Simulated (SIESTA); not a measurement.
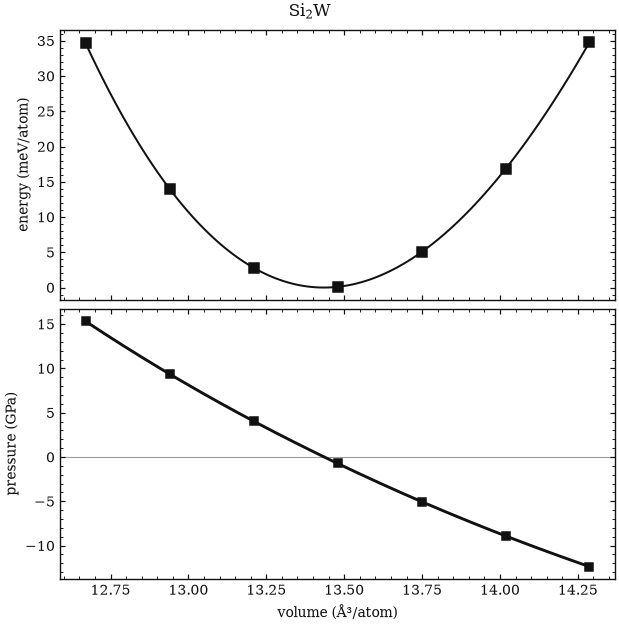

Computed with SIESTA 5.4.2: DFT in numerical atomic orbitals with pseudopotentials, no spin polarisation; energies at scaled volumes of the given cell, shape and fractions fixed, counted from the fit's minimum, third-order Birch-Murnaghan fit. Level: PBEsol.

```csv
setting,value
k mesh,12×12×12
occupations,Fermi–Dirac
smearing width,0.05 eV
potentials,"PseudoDojo 0.4 standard, converted to PSML, two zetas on semicore shells"
program settings,"basis DZP, mesh cutoff 800 Ry"
```

Cell as given: a = 4.527 Å, b = 4.527 Å, c = 4.527 Å, α = 138.42°, β = 138.42°, γ = 60.27°; 3 atoms.

Caption: Energy and pressure against volume for Si₂W, space group I4/mmm (No. 139).

A third-order Birch–Murnaghan fit gives V0 = 13.44 Å³/atom, B0 = 230 GPa and B′ = 4.3. The energy is 34.65 meV/atom at volume 12.67 Å³/atom and 34.80 meV/atom at 14.29 Å³/atom; the lowest computed point is at volume 13.48 Å³/atom (0.11 meV/atom). The pressure falls from 15.32 GPa at volume 12.67 Å³/atom to −12.37 GPa at 14.29 Å³/atom, and changes sign near 13.44 Å³/atom.

Note: mulliken charges of long orbitals; short basis over semicore shells; shape and atomic fractions are frozen while scaling, which makes layered, chain and framework solids too stiff.
